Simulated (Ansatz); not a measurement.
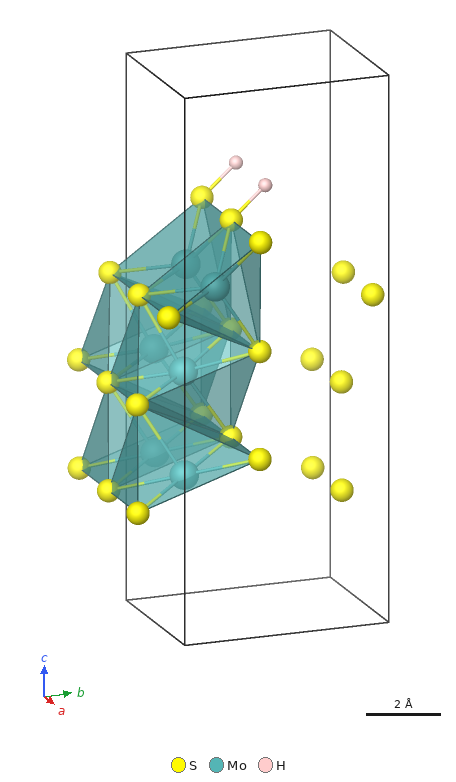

*The structure as given in the input (polyhedral view of the 2 × 1 repeat of the cell, with the vacuum cut short, seen slightly off an axis; polyhedra are completed across the faces of the cell). An atom can appear more than once, as a periodic image.*

# Geometry relaxation of Mo3HS6 (part 1 of 2)

System: Mo3HS6 (slab, 10 atoms in the cell).
Method: DFT PBEsol, scalar-relativistic, plane waves, PAW, no spin polarisation (Ansatz 0.2.0).

The structure derives from an entry of the Crystallography Open Database. The input holds or restrains some coordinates. Forces given for the steps count only the free coordinates. It belongs to a series of runs on one base structure; here: H over the place (0/6, 1/6) of the surface cell, its height relaxed.

Log
```
Engine: ansatz 0.2.0, x86_64-unknown-linux-gnu
Pseudopotentials: kind: paw
Pseudopotential: S, paw, valence charge 6, recommended cutoff 420 eV (normal), S.paw.azcp
Pseudopotential: Mo, paw, valence charge 14, recommended cutoff 420 eV (normal), Mo.paw.azcp
Pseudopotential: H, paw, valence charge 1, recommended cutoff 420 eV (normal), H.paw.azcp
Functional definition: PBEsol
  exchange = pbesol_x
  correlation = pbesol_c
Crystal: 10 atoms, lattice volume = 492.610 Å³
Basis set: ecut = 420 eV, 9633 PW (Γ), exchange–correlation on 48×90×360 points (8 copies of the dense FFT grid, shifted against one another)
Bands: 50, of which v1, the nominal top of the filled ones, is band 40 counted from 1 (39 counted from 0)
Symmetry: 1 space group operations
Space group: P1 (ITA 1), of the structure as read, at distance tolerance 7.9e-5 Å
k-points: 26 of 50 (time reversal used)
Non-local potential: S, projectors of the file, l = 0: 2, l = 1: 2, l = 2: 2
Non-local potential: Mo, projectors of the file, l = 0: 3, l = 1: 2, l = 2: 2, l = 3: 1
Non-local potential: H, projectors of the file, l = 0: 2, l = 1: 1
PAW form: soft (Blöchl's): semilocal exchange-correlation on the pseudo side does not see the compensation charge
PAW frozen core: S, regenerated for the run's functional, and the local potential with it (the file was generated under x = pbe(κ = 0.804, μ = 0.2195149727645171), c = pbe(β = 0.06672455060314922))
PAW frozen core: Mo, regenerated for the run's functional, and the local potential with it (the file was generated under x = pbe(κ = 0.804, μ = 0.2195149727645171), c = pbe(β = 0.06672455060314922))
PAW one-centre angular grid: S, 110 points (default); XC on 64 Gauss nodes
PAW one-centre angular grid: Mo, 590 points (default); XC on 64 Gauss nodes
PAW one-centre angular grid: H, 110 points (default); XC on 64 Gauss nodes
Initial density: superposition of atomic densities (neutral atoms: chi_scale 0, normalization atom), corrected by the library's trained network
Initial wavefunctions: pseudopotential atomic-orbital guess
Functional: x = pbesol(κ = 0.804, μ = 0.12345679012345678), c = pbesol(β = 0.046)
SCF iter   1: F=—  HF=-20021.273119 eV  |F-HF|=—  |Δ(HF+E_count)|=         —  Δρ=7.61e-3  dr2=1.25e0  ethr=1.77e-3  p=0.119 e·Å  D=4.35e-2 V/Å  ΔV_dip=-1.12 eV  dr2_dipole=1.86e-1  V_vac-E_F(+/−)=3.44/4.55 eV  ⟨swp⟩=8.6  Hψ=6329  notcnv=0
efield: sawtooth ramp at fractional position 0.9710 (placed from the atoms, in the widest stretch of the axis that holds none; the zero of the levels goes with the place), width 0.0400; the density the first Hamiltonian is built on has a dipole p = 0.119 e·Å; the dipole correction subtracts the counter field D = 4.35e-2 V/Å, which shifts the + side's vacuum level by -1.12 eV against the − side's; the planar-averaged density in the ramp window peaks in size at 1.9e-6 e/Å³
preconditioner: auto → LDOS  [metal: Δε(μ)=0.089 eV  Ē_g=7.551 eV  σ=0.100 eV  W_gap=0.45  n_scr=46 (ndim 8)  ℏωp=12.4 eV  f_vac=0.609  D(μ)=5.68/eV (n_scr^D=28)  β→1.0]
SCF iter   2: F=—  HF=-20021.225162 eV  |F-HF|=—  |Δ(HF+E_count)|=   4.80e-2  Δρ=4.58e-3  dr2=1.55e-1  ethr=1.59e-3  p=0.189 e·Å  D=6.96e-2 V/Å  ΔV_dip=-1.79 eV  dr2_dipole=4.73e-4  V_vac-E_F(+/−)=3.21/5.00 eV  ⟨swp⟩=3.0  Hψ=2263  notcnv=0  defer=50
SCF iter   3: F=—  HF=-20021.211274 eV  |F-HF|=—  |Δ(HF+E_count)|=   1.39e-2  Δρ=2.71e-3  dr2=1.47e-1  ethr=1.96e-4  p=0.174 e·Å  D=6.39e-2 V/Å  ΔV_dip=-1.64 eV  dr2_dipole=1.78e-2  V_vac-E_F(+/−)=3.22/4.86 eV  ⟨swp⟩=2.0  Hψ=2156  notcnv=0  defer=50
SCF iter   4: F=—  HF=-20021.203878 eV  |F-HF|=—  |Δ(HF+E_count)|=   7.40e-3  Δρ=1.24e-3  dr2=3.34e-2  ethr=1.86e-4  p=0.174 e·Å  D=6.41e-2 V/Å  ΔV_dip=-1.64 eV  dr2_dipole=4.76e-3  V_vac-E_F(+/−)=3.22/4.86 eV  ⟨swp⟩=1.0  Hψ=1250  notcnv=0  defer=50
SCF iter   5: F=—  HF=-20021.201310 eV  |F-HF|=—  |Δ(HF+E_count)|=   2.57e-3  Δρ=3.73e-4  dr2=3.06e-3  ethr=4.23e-5  p=0.178 e·Å  D=6.54e-2 V/Å  ΔV_dip=-1.68 eV  dr2_dipole=4.99e-4  V_vac-E_F(+/−)=3.21/4.89 eV  ⟨swp⟩=1.0  Hψ=1251  notcnv=0  defer=50
SCF iter   6: F=—  HF=-20021.201121 eV  |F-HF|=—  |Δ(HF+E_count)|=   1.89e-4  Δρ=8.30e-5  dr2=9.30e-5  ethr=3.88e-6  p=0.178 e·Å  D=6.54e-2 V/Å  ΔV_dip=-1.68 eV  dr2_dipole=1.04e-5  V_vac-E_F(+/−)=3.21/4.89 eV  ⟨swp⟩=2.0  Hψ=1953  notcnv=0  defer=49
SCF iter   7: F=—  HF=-20021.201142 eV  |F-HF|=—  |Δ(HF+E_count)|=   2.06e-5  Δρ=2.66e-5  dr2=1.02e-5  ethr=1.27e-8  p=0.178 e·Å  D=6.52e-2 V/Å  ΔV_dip=-1.67 eV  dr2_dipole=4.17e-7  V_vac-E_F(+/−)=3.21/4.88 eV  ⟨swp⟩=19.1  Hψ=13474  notcnv=0
iter 8 did not close the SCF: its close was put off until two iterations running show no level that it waits for move by more than its bar (scf_convergence_deferred on its scf_iter line)
SCF iter   8: F=-20021.201142 eV  HF=-20021.201143 eV  |F-HF|=4.79e-7  |Δ(HF+E_count)|=   9.09e-7  Δρ=1.13e-5  dr2=1.45e-6  ethr=1.27e-8  p=0.177 e·Å  D=6.52e-2 V/Å  ΔV_dip=-1.67 eV  dr2_dipole=6.83e-9  V_vac-E_F(+/−)=3.21/4.88 eV  ⟨swp⟩=12.8  Hψ=11214  notcnv=0
SCF iter   9: F=-20021.201143 eV  HF=-20021.201143 eV  |F-HF|=2.22e-8  |Δ(HF+E_count)|=   5.13e-7  Δρ=2.95e-6  dr2=9.10e-8  ethr=1.84e-9  p=0.177 e·Å  D=6.52e-2 V/Å  ΔV_dip=-1.67 eV  dr2_dipole=1.68e-9  V_vac-E_F(+/−)=3.21/4.88 eV  ⟨swp⟩=10.2  Hψ=10554  notcnv=0
SCF 1 converged in 9 iterations: F = -20021.201143 eV  dr2 = 9.10e-8
  greatest PAW one-centre occupation: 0.999 electrons in one spin orbital (limit 2), on the Mo atom at site 7 (counted from 0), in its partial waves of l = 0
relax step   1: F+E_penalty+E_count = -20021.20114307 eV  Δ(F+E_penalty+E_count) = +0.000e0 eV  max|allowed force component| = 6.411e-2 eV/Å  Δτ_max = 0.0000 Å  (9 SCF iters, dr2 threshold 1.00e-5 eV, accepted)
Initial density: handed on by an earlier stage of this run
Initial wavefunctions: those handed on with the density
iter 1 solved again at ethr=3.16e-8 eV; its pass at ethr=3.10e-3 eV (dr2=2.50e-5 eV) is discarded
SCF iter   1: F=—  HF=-20021.201420 eV  |F-HF|=—  |Δ(HF+E_count)|=         —  Δρ=9.70e-5  dr2=2.63e-5  ethr=3.16e-8  p=0.177 e·Å  D=6.52e-2 V/Å  ΔV_dip=-1.67 eV  dr2_dipole=2.52e-9  V_vac-E_F(+/−)=3.21/4.88 eV  ⟨swp⟩=3.0  Hψ=3943  notcnv=0
efield: sawtooth ramp at fractional position 0.9710 (handed on by an earlier solve), width 0.0400; the density the first Hamiltonian is built on has a dipole p = 0.177 e·Å; the dipole correction subtracts the counter field D = 6.52e-2 V/Å, which shifts the + side's vacuum level by -1.67 eV against the − side's; the planar-averaged density in the ramp window peaks in size at 4.4e-7 e/Å³
preconditioner: auto → LDOS  [metal: Δε(μ)=0.046 eV  Ē_g=7.564 eV  σ=0.100 eV  W_gap=0.25  n_scr=46 (ndim 8)  ℏωp=12.4 eV  f_vac=0.609  D(μ)=6.72/eV (n_scr^D=30)  β→1.0]
SCF iter   2: F=—  HF=-20021.201333 eV  |F-HF|=—  |Δ(HF+E_count)|=   8.64e-5  Δρ=3.24e-5  dr2=8.48e-6  ethr=3.16e-8  p=0.178 e·Å  D=6.52e-2 V/Å  ΔV_dip=-1.67 eV  dr2_dipole=3.25e-8  V_vac-E_F(+/−)=3.21/4.88 eV  ⟨swp⟩=2.1  Hψ=1945  notcnv=0
SCF iter   3: F=—  HF=-20021.201332 eV  |F-HF|=—  |Δ(HF+E_count)|=   1.55e-6  Δρ=1.09e-5  dr2=9.06e-7  ethr=1.07e-8  p=0.178 e·Å  D=6.52e-2 V/Å  ΔV_dip=-1.67 eV  dr2_dipole=1.71e-8  V_vac-E_F(+/−)=3.21/4.88 eV  ⟨swp⟩=2.0  Hψ=1938  notcnv=0
SCF iter   4: F=-20021.201332 eV  HF=-20021.201332 eV  |F-HF|=2.92e-8  |Δ(HF+E_count)|=   5.17e-8  Δρ=2.73e-6  dr2=6.90e-8  ethr=1.27e-10  p=0.178 e·Å  D=6.52e-2 V/Å  ΔV_dip=-1.67 eV  dr2_dipole=2.04e-9  V_vac-E_F(+/−)=3.21/4.88 eV  ⟨swp⟩=13.5  Hψ=10968  notcnv=0
SCF 2 converged in 4 iterations: F = -20021.201332 eV  dr2 = 6.90e-8
relax step   2: F+E_penalty+E_count = -20021.20133180 eV  Δ(F+E_penalty+E_count) = -1.887e-4 eV  max|allowed force component| = 3.128e-2 eV/Å  Δτ_max = 0.0040 Å  (4 SCF iters, accepted)
SCF iter   1: F=—  HF=-20021.201497 eV  |F-HF|=—  |Δ(HF+E_count)|=         —  Δρ=9.40e-5  dr2=2.50e-5  ethr=3.02e-7  p=0.178 e·Å  D=6.52e-2 V/Å  ΔV_dip=-1.67 eV  dr2_dipole=2.59e-8  V_vac-E_F(+/−)=3.21/4.88 eV  ⟨swp⟩=3.0  Hψ=2537  notcnv=0
efield: sawtooth ramp at fractional position 0.9710 (handed on by an earlier solve), width 0.0400; the density the first Hamiltonian is built on has a dipole p = 0.178 e·Å; the dipole correction subtracts the counter field D = 6.52e-2 V/Å, which shifts the + side's vacuum level by -1.67 eV against the − side's; the planar-averaged density in the ramp window peaks in size at 4.8e-7 e/Å³
preconditioner: auto → LDOS  [metal: Δε(μ)=0.046 eV  Ē_g=7.565 eV  σ=0.100 eV  W_gap=0.25  n_scr=46 (ndim 8)  ℏωp=12.4 eV  f_vac=0.609  D(μ)=6.71/eV (n_scr^D=30)  β→1.0]
SCF iter   2: F=—  HF=-20021.201392 eV  |F-HF|=—  |Δ(HF+E_count)|=   1.05e-4  Δρ=3.20e-5  dr2=8.36e-6  ethr=3.16e-8  p=0.178 e·Å  D=6.53e-2 V/Å  ΔV_dip=-1.67 eV  dr2_dipole=1.39e-8  V_vac-E_F(+/−)=3.21/4.88 eV  ⟨swp⟩=3.0  Hψ=2252  notcnv=0
SCF iter   3: F=—  HF=-20021.201390 eV  |F-HF|=—  |Δ(HF+E_count)|=   1.56e-6  Δρ=1.05e-5  dr2=7.96e-7  ethr=1.06e-8  p=0.178 e·Å  D=6.53e-2 V/Å  ΔV_dip=-1.67 eV  dr2_dipole=1.79e-8  V_vac-E_F(+/−)=3.21/4.88 eV  ⟨swp⟩=2.0  Hψ=1938  notcnv=0
SCF iter   4: F=-20021.201390 eV  HF=-20021.201390 eV  |F-HF|=2.63e-8  |Δ(HF+E_count)|=   3.56e-8  Δρ=2.50e-6  dr2=6.68e-8  ethr=1.27e-10  p=0.178 e·Å  D=6.53e-2 V/Å  ΔV_dip=-1.67 eV  dr2_dipole=3.02e-9  V_vac-E_F(+/−)=3.21/4.88 eV  ⟨swp⟩=13.5  Hψ=11041  notcnv=0
SCF 3 converged in 4 iterations: F = -20021.201390 eV  dr2 = 6.68e-8
relax step   3: F+E_penalty+E_count = -20021.20139035 eV  Δ(F+E_penalty+E_count) = -5.855e-5 eV  max|allowed force component| = 2.031e-4 eV/Å  Δτ_max = 0.0038 Å  (4 SCF iters, accepted)
```

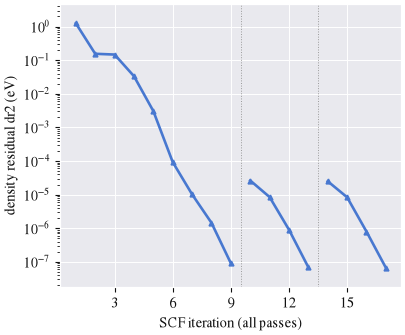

*Convergence of the self-consistent field: density residual dr2 against the SCF iteration. The dotted lines part the SCF passes of the relaxation: geometry steps, rejected trials and re-solves on a re-selected basis.*

The passes take 9, 4 and 4 iterations.

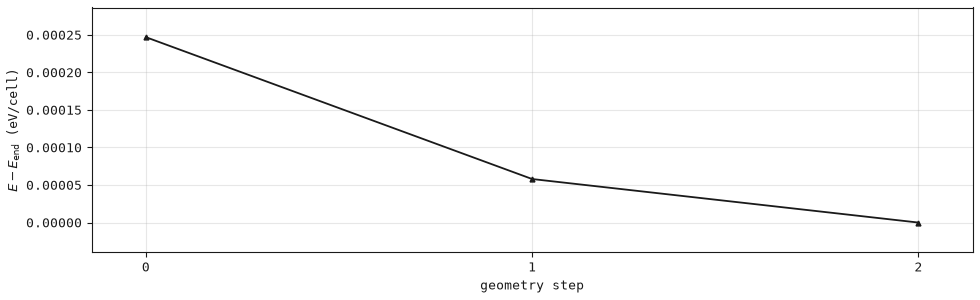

*Progress of the restrained relaxation, step by step (the first geometry is step 0 here and step 1 in the log).*

The atom that moves furthest is H10 (0.008 Å). S and Mo stay in place. The cell doesn't change. Among the contacts that change: S9–H10 1.363 → 1.358 Å. After 2 geometry steps the energy has fallen by 0.2 meV per cell of the calculation. Largest force component: 0.064 eV/Å at the start, 0.0002 eV/Å at the end. (Atoms are counted from 1 in the order of the input.)

```
WARN: The output density's exchange-correlation potential varies sharply where the density is thin. Do not read a vacuum level from v_tot or v_xc, or from such a field of the output density. On a cell that repeats whose density bears no net charge and no dipole along the vacuum's axis use v_es (v_loc + v_h of the components); under efield.dipole_correction with no amplitude use v_es + v_field, which holds any external_charges[].barrier, or the levels of the report's work_function block, which leave it out; under a non-zero efield.amplitude the vacuum is tilted and has no level; on a cell that repeats and bears such a dipole with no correction it is tilted too, and efield.dipole_correction with no amplitude gives each side of its ramp a level where efield: is served; in a cell that repeats whose density bears a net charge (total_charge, or a fill off its count) it is curved and has none; of a slab under crystal.periodic whose density bears no net charge use v_es, which has a level on each side, short of where the two are joined; of another it falls or rises all the way out and has none; of a slab beside external_charges read slab_vacuum_level instead, which it has where they leave it neutral. The grid or the basis barely resolves most such structure, and the values can differ between equally converged runs; as a rule a tighter scf.convergence.dr2_threshold does not remove it. Where the density itself ripples (under the LDA too) a higher basis.ecutwfc lessens it. The files hold the spikes' plane waves up to the density's cutoff. Files: v_tot_of_output_density and the like, and their columns of v_z.tsv (output.write_potential); v_xc_of_output_density and the like, and their columns of v_comp_z.tsv (output.write_potential_components). Measured: with its Gaussian average of σ = 0.25 Å subtracted twice, the exchange-correlation potential is over 0.1 eV at 585 of the grid points where the equally averaged density (valence and model cores) is under 1e-3 e/Å³, and 0.382 eV at the most among them, at an averaged density of 6.2e-4 e/Å³. The input density's (outcome.potential() and, of a run that writes arrays, v_tot and v_xc) is over 0.1 eV, so measured, at 636 points of its own thin density, 0.381 eV at the most. See output.write_potential in the manual, Limitations
SCF converged after 4 iterations
Free energy (F): -20021.201390 eV
Harris-Foulkes:  -20021.201390 eV  (|F-HF|=2.63e-8)
Internal energy: -20021.167832 eV  (E = F + TS)
E sigma→0 (E₀):  -20021.184611 eV
Entropy (-TS):   -0.033559 eV (-3.356 meV/atom)
Fermi energy:    1.022404 eV
Dipole field:    D = 0.065209 V/Å  (p = 0.177520 e·Å, saw-weighted, corrected)
Work function:   Φ+ = 3.2088 eV   Φ− = 4.8821 eV
Levels:          The Fermi level and band energies are counted from a zero that moves with the ramp; work functions are not
```
